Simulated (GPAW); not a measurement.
Consider Ti₃Ni.

Input

```
from ase import Atoms
from ase.dft.bandgap import bandgap
from ase.io import write
from ase.units import Bohr, GPa
from gpaw import GPAW, PW, setup_paths
from gpaw.elf import elf_from_dft_calculation

setup_paths.insert(0, '.')

atoms = Atoms(['Ni', 'Ti', 'Ti', 'Ti'],
              cell=[[3.935175, 0.0, 0.0],
                    [0.0, 3.935175, 0.0],
                    [0.0, 0.0, 3.935175]],
              scaled_positions=[[0.0, 0.0, 0.0],
                                [0.5, 0.5, 0.0],
                                [0.5, 0.0, 0.5],
                                [0.0, 0.5, 0.5]],
              pbc=True)
atoms.set_initial_magnetic_moments([1.0, 1.0, 1.0, 1.0])

calc = GPAW(mode=PW(600),
            xc='PBEsol',
            kpts={'size': (7, 7, 7), 'gamma': True},
            occupations={'name': 'fermi-dirac', 'width': 0.05},
            nbands=47,
            convergence={'density': 1e-05, 'energy': 1e-05},
            maxiter=150,
            txt='gpaw.txt')
atoms.calc = calc
energy = atoms.get_potential_energy()
forces = atoms.get_forces()
stress = atoms.get_stress()
calc.write('gs.gpw')
write('result.traj', atoms)
print(f'Energy: {energy:.6f} eV')
print('Forces (eV/A):')
print(forces.round(4))
print('Stress (GPa):', (stress / GPa).round(3))
print('Moments:', calc.get_magnetic_moments().round(3))
print('Fermi level:', round(calc.get_fermi_level(), 4), 'eV')
print(f'Gap: {bandgap(calc)[0]:.4f} eV, direct: {bandgap(calc, direct=True)[0]:.4f} eV')

# fields on the real-space grid
write('density.cube', atoms, data=calc.get_pseudo_density() * Bohr**3)
write('potential.cube', atoms, data=calc.get_electrostatic_potential())
write('spin.cube', atoms, data=(calc.get_pseudo_density(spin=0) - calc.get_pseudo_density(spin=1)) * Bohr**3)
write('elf.cube', atoms, data=elf_from_dft_calculation(calc).data)
```

Run with:

```sh
gpaw-setup -f PBEsol Ni Ti
OMP_NUM_THREADS=1 python run.py
```

Below, planes, directions and counts refer to the conventional cell (a = 3.94 Å, b = 3.94 Å, c = 3.94 Å, α = 90.00°, β = 90.00°, γ = 90.00°).

Space group Pm-3m; a structure from a database of computed crystals, not necessarily the ambient phase; computed pressure about −5 GPa in this cell; spin-polarised.

All numbers below come from GPAW 26.7.0, Kohn-Sham DFT of a periodic cell, PBEsol, PAW data sets made by gpaw-setup for the functional.

### What will maps of the valence pseudo-density and electron localisation function show?

Ti–Ni (2.78 Å): ρ is about 0.24 e/Å³ halfway; the ELF is about 0.30 at the midpoint.
Ti–Ti (2.78 Å): the density is about 0.21 e/Å³ at the midpoint; the ELF is about 0.20 at the midpoint: no shared electron pair shows on this line.

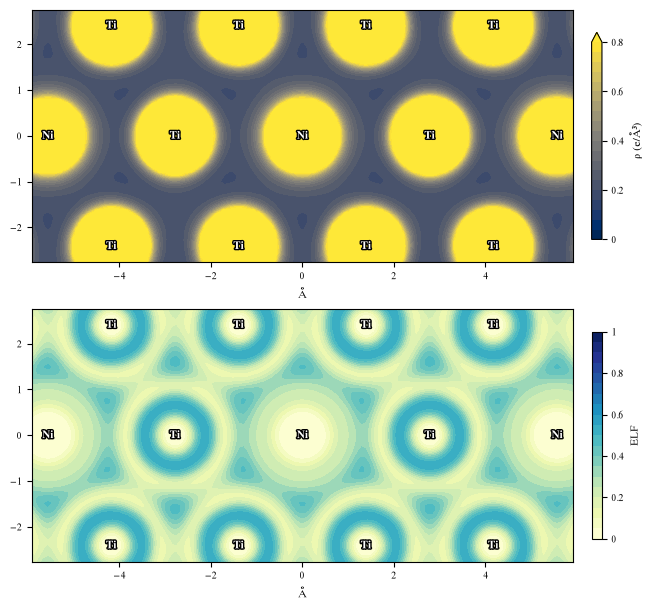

Computed valence pseudo-density and electron localisation function on the (111) plane of the conventional cell, in this order. 

The density is the valence pseudo-density of a PAW calculation; it isn't the true density close to the nuclei.
